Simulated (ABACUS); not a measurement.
Single-point calculation at one volume of an equation of state of ZrS2 (part 1 of 2)

The run: single-point calculation at one volume of an equation of state of ZrS2 (P-3m1, 3 atoms in the cell). Method and program: Kohn-Sham DFT of a periodic cell, PBE, PseudoDojo NC SR 0.4.1 PBE standard, no spin polarisation (ABACUS 3.10.1).

The structure derives from a Materials Project entry. It belongs to a series of runs on one base structure; here: volume scaled by 1.06.

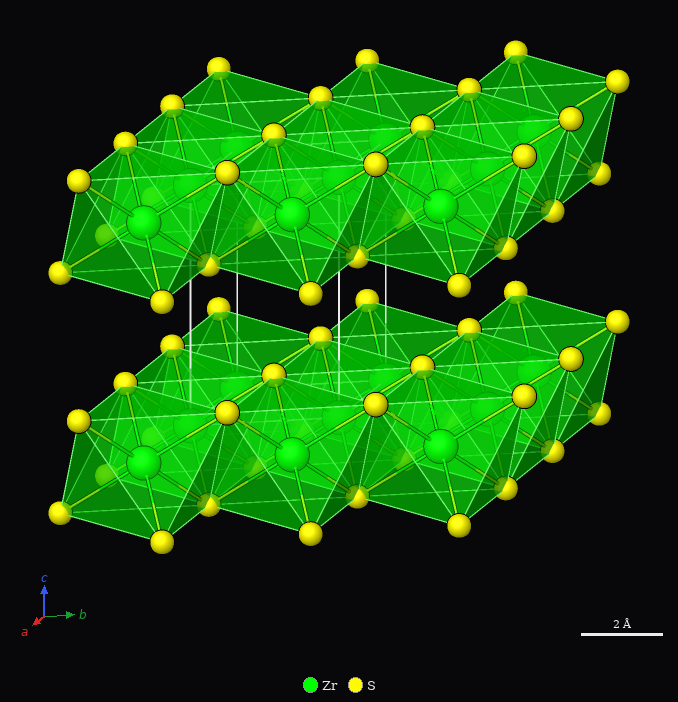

Fig. 1: The structure (polyhedral view of the cell of the calculation, repeated 2 × 2 × 1, seen slightly off an axis; polyhedra are completed across the faces of the cell).

**Results in brief**

```tsv
quantity	value
outcome	converged
space group (tolerance 0.01 Å)	P-3m1 (164)
electrons treated	24
free energy	−1982.7309 eV
Fermi energy	6.325 eV
gap on the k-point mesh	1.07 eV
pressure	−4.13 GPa
largest force (length of the vector)	0.565 eV/Å
hardware	4 threads of Intel Xeon (Sapphire Rapids), 16 GiB of memory available, shared host
wall time	22 s (CPU time 87 s)
peak memory	0.44 GiB
```

**Input file**
```
INPUT_PARAMETERS
suffix              ZrS2
calculation         scf
basis_type          pw
pseudo_dir          ./
symmetry            1
dft_functional      pbe
ecutwfc             66
pseudo_rcut         10
nspin               1
nbands              16
ks_solver           dav
smearing_method     fd
smearing_sigma      0.00367493
scf_thr             1e-08
scf_nmax            100
mixing_type         broyden
mixing_beta         0.7
cal_force           1
cal_stress          1
kpar                4
```

**File STRU**
```
ATOMIC_SPECIES
Zr 91.2240 Zr.upf
S 32.0600 S.upf

LATTICE_CONSTANT
1.8897261246

LATTICE_VECTORS
3.7637809802 0.0000000000 0.0000000000
-1.8818904901 3.2595299432 0.0000000000
0.0000000000 0.0000000000 6.1595595806

ATOMIC_POSITIONS
Direct

Zr
0.0
1
0.0000000000 0.0000000000 0.0000000000 1 1 1

S
0.0
2
0.3333333333 0.6666666667 0.2379099700 1 1 1
0.6666666667 0.3333333333 0.7620900300 1 1 1
```

**File KPT**
```
K_POINTS
0
Gamma
8 8 5 0 0 0
```

Launched with:
```bash
OMP_NUM_THREADS=1 mpirun -np 4 abacus > log
```

**What the program printed**
```
ABACUS v3.10.1

               Atomic-orbital Based Ab-initio Computation at UStc

 ------------------------------------------------------------------------------------

 READING GENERAL INFORMATION
                           global_out_dir = OUT.ZrS2/
                           global_in_card = INPUT
                               pseudo_dir = ./
                              orbital_dir =
                                    DSIZE = 4
                                    GSIZE = 1

 READING UNITCELL INFORMATION
                                    ntype = 2
                  lattice constant (Bohr) = 1.88973
              lattice constant (Angstrom) = 1

 READING ATOM TYPE 1
                               atom label = Zr
                      L=0, number of zeta = 1
                      L=1, number of zeta = 1
                      L=2, number of zeta = 1
             number of atom for this type = 1

 READING ATOM TYPE 2
                               atom label = S
                      L=0, number of zeta = 1
                      L=1, number of zeta = 1
                      L=2, number of zeta = 1
             number of atom for this type = 2

                        TOTAL ATOM NUMBER = 3
DIRECT COORDINATES
    atom                   x                   y                   z     mag                  vx                  vy                  vz
taud_Zr1            0.0000000000        0.0000000000        0.0000000000  0.0000        0.0000000000        0.0000000000        0.0000000000
taud_S1            0.3333333333        0.6666666667        0.2379099700  0.0000        0.0000000000        0.0000000000        0.0000000000
taud_S2            0.6666666667        0.3333333333        0.7620900300  0.0000        0.0000000000        0.0000000000        0.0000000000

                          Volume (Bohr^3) = 509.948
                             Volume (A^3) = 75.5664

 Lattice vectors: (Cartesian coordinate: in unit of a_0)
             +3.76378                  +0                  +0
             -1.88189            +3.25953                  +0
                   +0                  +0            +6.15956
 Reciprocal vectors: (Cartesian coordinate: in unit of 2 pi/a_0)
             +0.26569           +0.153396                  -0
                   -0           +0.306793                  -0
                   +0                  -0           +0.162349
 The esolver type has been set to : ksdft_pw

                PAO radial cut off (Bohr) = 10

 Read in pseudopotential file is Zr.upf
                     pseudopotential type = NC
          exchange-correlation functional = PBE
                 nonlocal core correction = 1
                        valence electrons = 12
                                     lmax = 2
                           number of zeta = 4
                     number of projectors = 6
                           L of projector = 0
                           L of projector = 0
                           L of projector = 1
                           L of projector = 1
                           L of projector = 2
                           L of projector = 2
                PAO radial cut off (Bohr) = 10

 Read in pseudopotential file is S.upf
                     pseudopotential type = NC
          exchange-correlation functional = PBE
                 nonlocal core correction = 1
                        valence electrons = 6
                                     lmax = 2
                           number of zeta = 2
                     number of projectors = 6
                           L of projector = 0
                           L of projector = 0
                           L of projector = 1
                           L of projector = 1
                           L of projector = 2
                           L of projector = 2
     initial pseudo atomic orbital number = 18

 SETUP THE ELECTRONS NUMBER
            electron number of element Zr = 12
      total electron number of element Zr = 12
             electron number of element S = 6
       total electron number of element S = 12
            AUTOSET number of electrons:  = 24
                           occupied bands = 12
                                   NBANDS = 16
                                   NLOCAL = 27

%%%%%%%%%%%%%%%%%%%%%%%%%%%%%%%%%%%%%%%%%%%%%%%%%%%%%%%%%%%%%%%%%%%%%%%%%%%%%%%%%%%%%%%%%%%%%%%%%%%%%%%%%%
 Warning: the number of valence electrons in pseudopotential > 4 for Zr: [Kr] 4d2 5s2
 Pseudopotentials with additional electrons can yield (more) accurate outcomes, but may be less efficient.
 If you're confident that your chosen pseudopotential is appropriate, you can safely ignore this warning.
%%%%%%%%%%%%%%%%%%%%%%%%%%%%%%%%%%%%%%%%%%%%%%%%%%%%%%%%%%%%%%%%%%%%%%%%%%%%%%%%%%%%%%%%%%%%%%%%%%%%%%%%%%

 SETUP THE PLANE WAVE BASIS
 energy cutoff for charge/potential (unit:Ry) = 264
            fft grid for charge/potential = [ 40, 40, 64 ]
                        fft grid division = [ 1, 1, 1 ]
        big fft grid for charge/potential = [ 40, 40, 64 ]
                                     nbxx = 102400
                                     nrxx = 102400

 SETUP PLANE WAVES FOR CHARGE/POTENTIAL
                    number of plane waves = 36961
                         number of sticks = 925

 PARALLEL PW FOR CHARGE/POTENTIAL
     PROC   COLUMNS(POT)             PW
        1            925          36961
 --------------- sum -------------------
        1            925          36961
                            number of |g| = 1751
                                  max |g| = 23.8413
                                  min |g| = 0

----------- Double Check Mixing Parameters Begin ------------
mixing_type: broyden
mixing_beta: 0.7
mixing_gg0: 1
mixing_gg0_min: 0.1
mixing_ndim: 8
----------- Double Check Mixing Parameters End ------------

 LATTICE VECTORS: (CARTESIAN COORDINATE: IN UNIT OF A0)
             +3.76378                  +0                  +0
             -1.88189            +3.25953                  +0
                   +0                  +0            +6.15956
                       right hand lattice = 1
                                   NORM_A = 3.76378
                                   NORM_B = 3.76378
                                   NORM_C = 6.15956
                           ALPHA (DEGREE) = 90
                           BETA  (DEGREE) = 90
                           GAMMA (DEGREE) = 120

 The lattice vectors have been changed (STRU_SIMPLE.cif)

(for optimal symmetric configuration:)
                             BRAVAIS TYPE = 4
                     BRAVAIS LATTICE NAME = 04. Hexagonal cell
                                    ibrav = 4
                                    IBRAV = 4
                                  BRAVAIS = HEXAGONAL CELL
                       LATTICE CONSTANT A = 3.76378
                                C/A RATIO = 1.63654
Original cell was already a primitive cell.
                        ROTATION MATRICES = 24
              PURE POINT GROUP OPERATIONS = 12
                   SPACE GROUP OPERATIONS = 12
                                       C2 = 3
                                       C3 = 2
                                       C4 = 0
                                       C6 = 0
                                       S1 = 3
                                       S3 = 0
                                       S4 = 0
                                       S6 = 2
                              POINT GROUP = D_3d
                                       C2 = 3
                                       C3 = 2
                                       C4 = 0
                                       C6 = 0
                                       S1 = 3
                                       S3 = 0
                                       S4 = 0
                                       S6 = 2
               POINT GROUP IN SPACE GROUP = D_3d

 SETUP K-POINTS
                                    nspin = 1
                   Input type of k points = Monkhorst-Pack(Gamma)
                                   nkstot = 320
                       right hand lattice = 1
(for reciprocal lattice: )
                             BRAVAIS TYPE = 4
                     BRAVAIS LATTICE NAME = 04. Hexagonal cell
                                    ibrav = 4
                       right hand lattice = 1
(for k-lattice: )
                             BRAVAIS TYPE = 4
                     BRAVAIS LATTICE NAME = 04. Hexagonal cell
                                    ibrav = 4
                       right hand lattice = 1
                        ROTATION MATRICES = 24
                               nkstot_ibz = 40
K-POINTS REDUCTION ACCORDING TO SYMMETRY
     IBZ    DIRECT_X    DIRECT_Y    DIRECT_Z  WEIGHT  ibz2bz
       1  0.00000000  0.00000000  0.00000000  0.0031       0
       2 -0.12500000  0.12500000  0.00000000  0.0187       1
       3 -0.25000000  0.25000000  0.00000000  0.0187       2
       4 -0.37500000  0.37500000  0.00000000  0.0187       3
       5  0.50000000  0.50000000  0.00000000  0.0094       4
       6 -0.12500000  0.25000000  0.00000000  0.0187       9
       7 -0.25000000  0.37500000  0.00000000  0.0375      10
       8  0.50000000  0.37500000  0.00000000  0.0375      11
       9  0.50000000  0.25000000  0.00000000  0.0187      18
      10  0.37500000  0.37500000  0.00000000  0.0187      19
      11  0.00000000  0.00000000  0.20000000  0.0063      64
      12 -0.12500000  0.12500000  0.20000000  0.0187      65
      13 -0.25000000  0.25000000  0.20000000  0.0187      66
      14 -0.37500000  0.37500000  0.20000000  0.0187      67
      15  0.50000000  0.50000000  0.20000000  0.0187      68
      16  0.37500000 -0.37500000  0.20000000  0.0187      69
      17  0.25000000 -0.25000000  0.20000000  0.0187      70
      18  0.12500000 -0.12500000  0.20000000  0.0187      71
      19 -0.12500000  0.25000000  0.20000000  0.0375      73
      20 -0.25000000  0.37500000  0.20000000  0.0375      74
      21  0.50000000  0.37500000  0.20000000  0.0375      75
      22  0.37500000  0.50000000  0.20000000  0.0375      76
      23  0.37500000 -0.25000000  0.20000000  0.0375      77
      24  0.50000000  0.25000000  0.20000000  0.0375      82
      25  0.37500000  0.37500000  0.20000000  0.0375      83
      26  0.00000000  0.00000000  0.40000000  0.0063     128
      27 -0.12500000  0.12500000  0.40000000  0.0187     129
      28 -0.25000000  0.25000000  0.40000000  0.0187     130
      29 -0.37500000  0.37500000  0.40000000  0.0187     131
      30  0.50000000  0.50000000  0.40000000  0.0187     132
[... 10 further k points ...]

                               nkstot now = 40
[... K-POINTS DIRECT COORDINATES: 40 rows ...]

           k-point number in this process = 10
       minimum distributed K point number = 10
[... stars of the k points ...]

[... K-POINTS CARTESIAN COORDINATES: 10 rows ...]

[... K-POINTS DIRECT COORDINATES: 10 rows ...]

 SETUP PLANE WAVES FOR WAVE FUNCTIONS
     energy cutoff for wavefunc (unit:Ry) = 66
              fft grid for wave functions = [ 40, 40, 64 ]
                    number of plane waves = 6315
                         number of sticks = 283

 PARALLEL PW FOR WAVE FUNCTIONS
     PROC   COLUMNS(POT)             PW
        1            283           6315
 --------------- sum -------------------
        1            283           6315

 SETUP NONLOCAL PSEUDOPOTENTIALS IN PLANE WAVE BASIS
 Zr non-local projectors:
 projector 1 L=0
 projector 2 L=0
 projector 3 L=1
 projector 4 L=1
 projector 5 L=2
 projector 6 L=2
 S non-local projectors:
 projector 1 L=0
 projector 2 L=0
 projector 3 L=1
 projector 4 L=1
 projector 5 L=2
 projector 6 L=2
      TOTAL NUMBER OF NONLOCAL PROJECTORS = 54

 Init Non-Local PseudoPotential table :
 Init Non-Local-Pseudopotential done.

                                     npwx = 4628

 Make real space PAO into reciprocal space.
       max mesh points in Pseudopotential = 1001
     dq(describe PAO in reciprocal space) = 0.01
                                    max q = 979

 number of pseudo atomic orbitals for Zr is 4
WARNING: norm of atomic wavefunction # 3 of atomic type Zr is 0.999918, renormalized
WARNING: norm of atomic wavefunction # 4 of atomic type Zr is 0.999492, renormalized

 number of pseudo atomic orbitals for S is 2
WARNING: norm of atomic wavefunction # 2 of atomic type S is 0.999996, renormalized

 -------------------------------------------
 SELF-CONSISTENT
 -------------------------------------------
                                 init_chg = atomic

 PW ALGORITHM --------------- ION=   1  ELEC=   1--------------------------------
 Notice: Threshold on eigenvalues was too large.
 hsover_error=0.24 > DRHO=0.239295
 Origin diag ethr = 0.01
 New diag ethr = 0.000997063

 Density error is 0.241111173957
                          Error Threshold = 0.000997063155463
----------------------------------------------------------
     Energy           Rydberg                 eV
```
